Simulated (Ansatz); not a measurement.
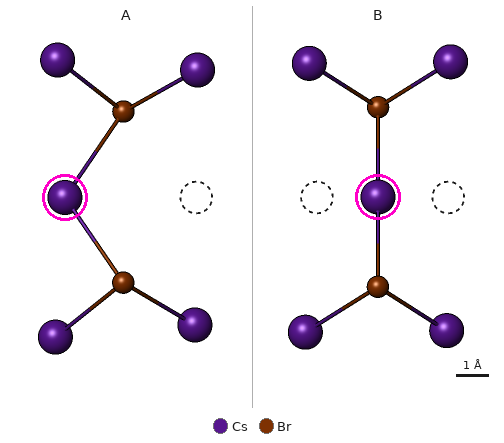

A vacancy jump of caesium in CsBr (Pm-3m phase), in a cell of charge −1 (on a uniform background) with 23 atoms, whose images lie 10.8 Å apart. One frame is the relaxed vacancy; in the other the neighbouring Cs atom (ringed) was set half-way along its jump of 4.39 Å and all atoms were relaxed in the symmetry of that start. Dashed circles mark empty sites. A ball-and-stick model of the slice 3.8 Å thick through the jump, out to 5.4 Å from its middle, seen across the jump.

The calculation used Ansatz 0.2.0, DFT PBE, scalar-relativistic, plane waves, PAW. Set-up: plane-wave cutoff 420 eV; k-point mesh 2 × 2 × 2; occupations gaussian; smearing width 0.05 eV; no spin polarisation; atoms relaxed in a fixed cell; force threshold 0.02 eV/Å.

Which frame is the half-way one, and how far apart are the two in energy?

Frame B is the half-way start after relaxation. It lies 0.35 eV above the relaxed vacancy. The atom stays half-way, on the straight line. The symmetry of the start was kept and can hold it there, so for a path with one hump at the middle this is the barrier or an upper bound to it. There it has 4 Br as nearest neighbours, the closest at 3.40 Å. The gap on the mesh is 4.22 eV with the relaxed vacancy and 4.08 eV half-way.

Limits of the set-up: the cell is charged, on a uniform background, and energies carry no finite-size correction.
